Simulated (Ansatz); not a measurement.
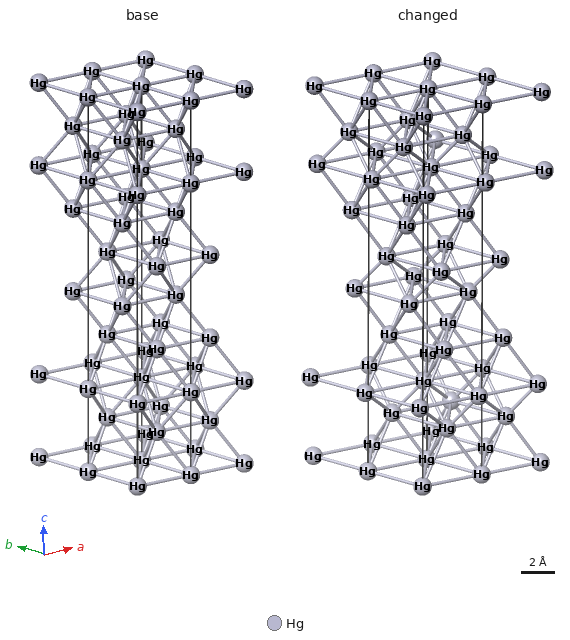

Left: a symmetric starting cell of Hg. Right: the same structure after one change, at the same scale. Style: ball-and-stick. Shown: the conventional cell (3 times the calculation's cell), repeated 2 × 2 × 1 with one cell outlined, from a free direction. Lengths and directions refer to the drawn axes.

Computed with DFT PBE, scalar-relativistic, plane waves, PAW in Ansatz 0.2.0. Set-up: plane-wave cutoff 420 eV; k-point mesh 12 × 12 × 4; occupations gaussian; smearing width 0.05 eV; no spin polarisation.

Which change leads from the left to the right?

Answer. The cell is strained by +10.7 % along [1 −1 0], +5.0 % along [1 1 0], −1.1 % along c (volume +15.0 %) and atoms are displaced by 0.32 Å relative to the cell. No relaxation follows. The starting cell wasn't computed here and needn't be at equilibrium, so pressure and forces aren't due to the change alone.

And its effect?

Answer. Near-neighbour distances before and after: Hg–Hg 3.461 → 2.965 to 3.298 Å, Hg–Hg 3.607 → 3.791 to 3.942 Å, Hg–Hg 3.521 → 3.708 to 3.843 Å. The space group stays C2/m (No. 12). The pressure is 0.0 GPa (not all of it need come from the change, since the unchanged cell can be under pressure at this level too). The principal stresses (compression positive) are 1.0 GPa along [3 −3 1] and −0.5 GPa across it. The largest forces, 0.45 eV/Å, act on 2 Hg atoms of the calculation's cell. The forces point straight back along the displacements (cosine −0.99).
